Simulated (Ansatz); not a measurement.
InAs: single-point calculation (part 2 of 2)

Continued. System: InAs (slab, 16 atoms in the cell). Method: DFT PBE+D3(BJ), scalar-relativistic, plane waves, PAW, no spin polarisation (Ansatz 0.2.0); cutoff 420 eV, 3×3×1 k-mesh, Gaussian smearing of 0.1 eV. The structure derives from an entry of the Crystallography Open Database. It belongs to a series of runs on one base structure; here: the slab at its places in the relaxed adsorbed structure.

Geometry of the input (Å; fractional positions):
```
8.6439  0.0000  0.0000
-4.3219  7.4858  0.0000
0.0000  0.0000  23.1871
As 0.5000  0.0000  0.3450
As 0.5000  0.5000  0.3450
As 0.0000  0.0000  0.3450
As 0.0000  0.5000  0.3450
In 0.1667  0.8333  0.3831
In 0.1667  0.3333  0.3831
In 0.6667  0.8333  0.3831
In 0.6667  0.3333  0.3831
As 0.6799  0.8514  0.5035
As 0.6633  0.3263  0.5086
As 0.1720  0.8510  0.5036
As 0.1713  0.3418  0.4981
In 0.3395  0.6781  0.5249
In 0.3298  0.1806  0.5454
In 0.8337  0.6669  0.5293
In 0.8518  0.1812  0.5455
```

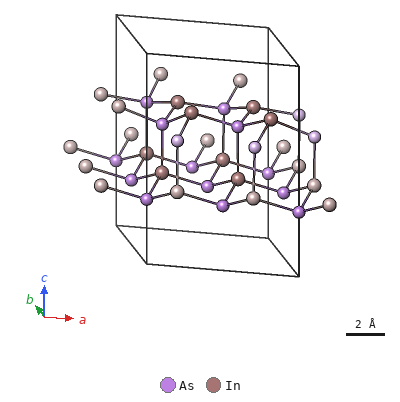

The input geometry (ball-and-stick view of the cell of the calculation, with the vacuum cut short, seen slightly off an axis; neighbours outside the cell are drawn fainter). An atom can appear more than once, as a periodic image.

## Output, continued
```
  k-point 1: bands = ["-36.5234", "-36.5111", "-36.5043", "-36.4769", "-36.4737", "-36.4345", "-36.4327", "-36.4269", "-36.4252", "-36.4207", "-36.4189", "-36.4166", "-36.4148", "-36.4145", "-36.4092", "-36.4076", "-36.4075", "-36.3966", "-36.3860", "-36.3845", "-35.3265", "-35.3260", "-35.3249", "-35.3245", "-35.3228", "-35.3223", "-35.3203", "-35.3198", "-35.3181", "-35.3178", "-35.2582", "-35.2576", "-35.2467", "-35.2459", "-35.2451", "-35.2446", "-35.2442", "-35.2327", "-35.2301", "-35.2291", "-15.9668", "-15.9515", "-15.9409", "-15.9031", "-15.8579", "-15.8495", "-15.8188", "-15.8104", "-15.7780", "-15.7673", "-15.7432", "-15.7195", "-15.6912", "-15.6861", "-15.6798", "-15.6619", "-15.6105", "-15.6050", "-15.5857", "-15.5799", "-14.8940", "-14.8493", "-14.8455", "-14.8257", "-14.7845", "-14.7625", "-14.7620", "-14.7418", "-14.7414", "-14.7285", "-14.7168", "-14.7136", "-14.6830", "-14.6813", "-14.6499", "-14.6456", "-14.6428", "-14.6231", "-14.6191", "-14.6129", "-12.2892", "-11.7859", "-11.4356", "-11.4296", "-10.8917", "-10.3970", "-10.1248", "-10.0631", "-6.7732", "-6.6306", "-6.2526", "-5.7567", "-5.6559", "-5.3682", "-5.2230", "-4.0291", "-3.8999", "-3.7861", "-3.3210", "-3.1027", "-2.9959", "-2.9032", "-2.6459", "-2.5713", "-2.5657", "-2.3208", "-1.6634", "-1.5493", "-1.4121", "-1.2721", "-1.1343", "-0.9846", "-0.5600", "-0.3668", "0.0521", "0.2044", "0.8775", "1.1146", "1.5168", "1.7852", "1.9222", "1.9625", "2.1861", "2.4133", "2.4772", "2.8146", "3.1305", "3.2065", "3.2252", "3.5414", "3.5713", "3.6133", "3.6967", "3.7629", "4.0509"]
  k-point 2: bands = ["-36.5234", "-36.5111", "-36.5043", "-36.4769", "-36.4737", "-36.4345", "-36.4327", "-36.4269", "-36.4252", "-36.4207", "-36.4189", "-36.4166", "-36.4148", "-36.4144", "-36.4092", "-36.4076", "-36.4075", "-36.3966", "-36.3860", "-36.3845", "-35.3265", "-35.3260", "-35.3249", "-35.3245", "-35.3228", "-35.3223", "-35.3203", "-35.3198", "-35.3181", "-35.3178", "-35.2582", "-35.2576", "-35.2467", "-35.2459", "-35.2451", "-35.2446", "-35.2442", "-35.2327", "-35.2301", "-35.2291", "-15.9644", "-15.9484", "-15.9398", "-15.9049", "-15.8601", "-15.8550", "-15.8179", "-15.8080", "-15.7778", "-15.7734", "-15.7360", "-15.7160", "-15.6953", "-15.6887", "-15.6764", "-15.6645", "-15.6060", "-15.6003", "-15.5902", "-15.5845", "-14.8941", "-14.8482", "-14.8461", "-14.8250", "-14.7863", "-14.7656", "-14.7571", "-14.7482", "-14.7376", "-14.7258", "-14.7177", "-14.7140", "-14.6838", "-14.6804", "-14.6509", "-14.6483", "-14.6384", "-14.6221", "-14.6207", "-14.6132", "-12.2892", "-11.7706", "-11.4888", "-11.3925", "-10.8919", "-10.4028", "-10.0916", "-10.0900", "-6.7527", "-6.6716", "-6.2301", "-5.7440", "-5.6642", "-5.3897", "-5.1997", "-3.9761", "-3.8828", "-3.8312", "-3.3345", "-3.1213", "-3.0150", "-2.8878", "-2.6714", "-2.5822", "-2.5347", "-2.3296", "-1.5922", "-1.5490", "-1.5209", "-1.1938", "-1.1582", "-0.9870", "-0.5264", "-0.4120", "0.0532", "0.2437", "0.8516", "1.0356", "1.6831", "1.7339", "1.8159", "1.9004", "2.2440", "2.3895", "2.6249", "2.7929", "3.0415", "3.2287", "3.2568", "3.5280", "3.5477", "3.6489", "3.6825", "3.8863", "4.0602"]
  k-point 4: bands = ["-36.5234", "-36.5111", "-36.5043", "-36.4769", "-36.4737", "-36.4345", "-36.4327", "-36.4269", "-36.4252", "-36.4207", "-36.4189", "-36.4166", "-36.4148", "-36.4144", "-36.4092", "-36.4076", "-36.4075", "-36.3966", "-36.3860", "-36.3845", "-35.3265", "-35.3260", "-35.3249", "-35.3245", "-35.3228", "-35.3223", "-35.3203", "-35.3198", "-35.3181", "-35.3178", "-35.2582", "-35.2576", "-35.2467", "-35.2459", "-35.2451", "-35.2446", "-35.2442", "-35.2327", "-35.2301", "-35.2291", "-15.9644", "-15.9483", "-15.9398", "-15.9049", "-15.8601", "-15.8550", "-15.8179", "-15.8079", "-15.7777", "-15.7736", "-15.7357", "-15.7164", "-15.6953", "-15.6883", "-15.6766", "-15.6645", "-15.6059", "-15.6004", "-15.5900", "-15.5847", "-14.8941", "-14.8482", "-14.8462", "-14.8250", "-14.7863", "-14.7656", "-14.7570", "-14.7482", "-14.7376", "-14.7257", "-14.7177", "-14.7140", "-14.6838", "-14.6804", "-14.6509", "-14.6483", "-14.6384", "-14.6221", "-14.6207", "-14.6132", "-12.2891", "-11.7714", "-11.4878", "-11.3927", "-10.8919", "-10.4028", "-10.0915", "-10.0902", "-6.7532", "-6.6726", "-6.2290", "-5.7440", "-5.6642", "-5.3891", "-5.2001", "-3.9763", "-3.8823", "-3.8310", "-3.3352", "-3.1200", "-3.0147", "-2.8878", "-2.6709", "-2.5822", "-2.5343", "-2.3308", "-1.5925", "-1.5491", "-1.5209", "-1.1945", "-1.1587", "-0.9871", "-0.5262", "-0.4121", "0.0532", "0.2439", "0.8513", "1.0344", "1.6837", "1.7354", "1.8170", "1.9014", "2.2436", "2.3902", "2.6244", "2.7892", "3.0419", "3.2283", "3.2570", "3.5278", "3.5479", "3.6489", "3.6824", "3.8875", "4.0597"]
```

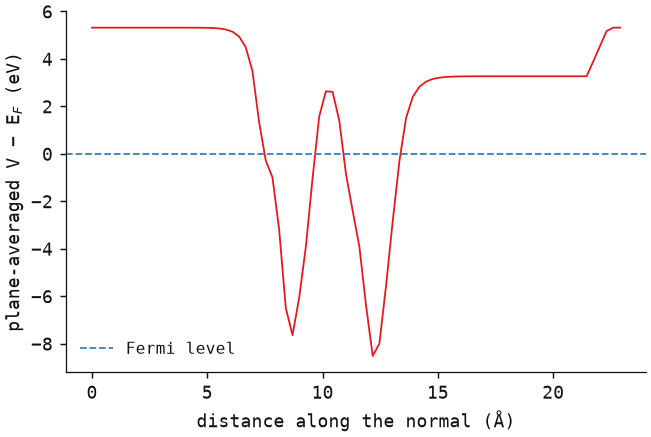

Plane average of the electrostatic potential energy of an electron across the cell, from the Fermi level. The vacuum level lies 3.27 eV above the Fermi level on the upper side and 5.32 eV on the lower.

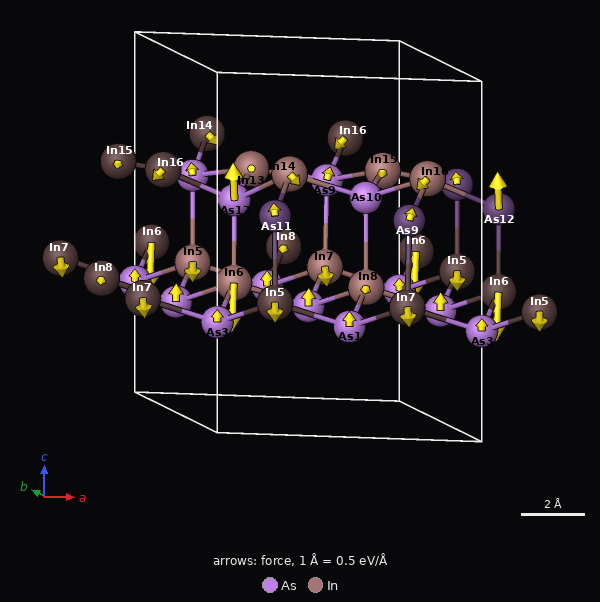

Forces on the atoms as yellow arrows (ball-and-stick view of the cell of the calculation, with the vacuum cut short, seen slightly off an axis; neighbours outside the cell are drawn fainter; atoms are numbered from 1 in the order of the input); the smallest are left out. The largest act on In6 (0.81 eV/Å); As12 (0.65 eV/Å); In5, In7 (0.36 eV/Å); As2, As4 (0.31 eV/Å), among others. The geometry is not a stationary point of this energy.

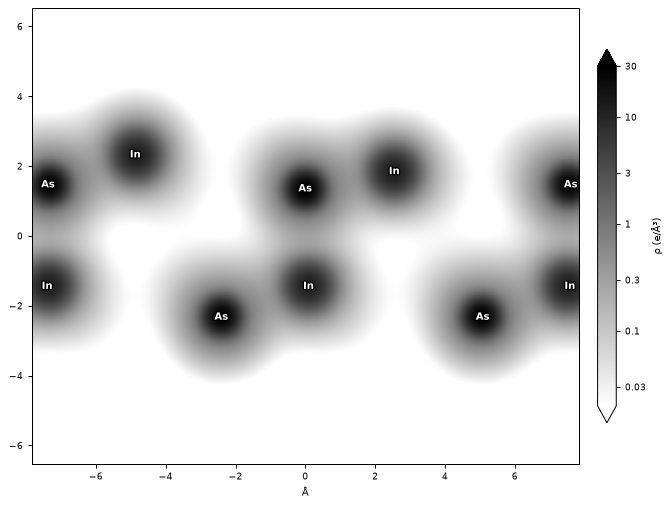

Valence electron density on the (110) plane of the calculation cell, a cut from vacuum to vacuum. The section cuts through As and In sites. In–As (2.60 Å): ρ is about 0.43 e/Å³ halfway. In–As (2.65 Å): the density is about 0.4 e/Å³ at the midpoint. In–As (2.80 Å): ρ is about 0.29 e/Å³ halfway. In–As (2.91 Å): the density is about 0.24 e/Å³ at the midpoint. The density dies away to nearly zero in the vacuum. The fields are those of the smooth PAW valence density.

## Key numbers

- outcome: converged
- electrons treated: 224
- free energy: −83633.4666 eV
- work function, top face: 3.27 eV
- work function, bottom face: 5.32 eV
- Fermi energy: −0.635 eV
- gap on the k-point mesh: 0.03 eV by band count, under the smearing
- work function (upper face): 3.27 eV
- largest force (length of the vector): 0.808 eV/Å
- hardware: 4 threads of Arm Neoverse V1, 24 GiB of memory available, shared host
- wall time: 38 s (CPU time 2.5 min)
- peak memory: 3.6 GiB
